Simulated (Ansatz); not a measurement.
# Run report: C₄₈H₂O, geometry relaxation (part 5 of 5)

Continued. System: C₄₈H₂O (slab, 51 atoms in the cell). Method: DFT PBE+D3(BJ), scalar-relativistic, plane waves, PAW, no spin polarisation (Ansatz 0.2.0); cutoff 420 eV, 3×2×1 k-mesh, Gaussian smearing of 0.05 eV. The structure derives from an entry of the Crystallography Open Database. The input holds or restrains some coordinates. Forces given for the steps count only the free coordinates. It belongs to a series of runs on one base structure; here: 1 H2O a cell, donor, over a bridge C-C site.

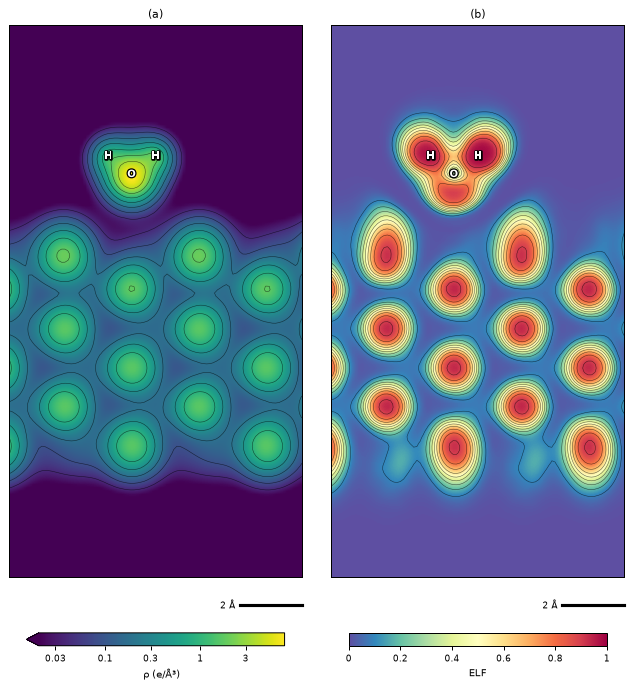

Fig. 1: (a) valence charge density (pseudo); (b) electron localisation function on the (110) plane of the calculation cell, a cut from vacuum to vacuum. The section cuts through O and H sites. The density dies away to nearly zero in the vacuum. The fields are those of the smooth PAW valence density.

### Results in brief

```json
{"quantity": "outcome", "value": "converged under the restraints of the input"}
{"quantity": "electrons treated", "value": "200"}
{"quantity": "free energy", "value": "−12618.5859 eV"}
{"quantity": "work function, top face", "value": "3.54 eV"}
{"quantity": "work function, bottom face", "value": "5.98 eV"}
{"quantity": "Fermi energy", "value": "0.971 eV"}
{"quantity": "gap on the k-point mesh", "value": "none (metallic)"}
{"quantity": "final volume", "value": "890.80 Å³"}
{"quantity": "work function (upper face)", "value": "3.54 eV"}
{"quantity": "largest force (length of the vector) at the end, held atoms and coordinates included", "value": "4.704 eV/Å"}
{"quantity": "wall time", "value": "5.4 min (CPU time 17 min)"}
{"quantity": "peak memory", "value": "2.2 GiB"}
```

### Remarks

The program warns: the exchange-correlation potential is rough where the density is thin.
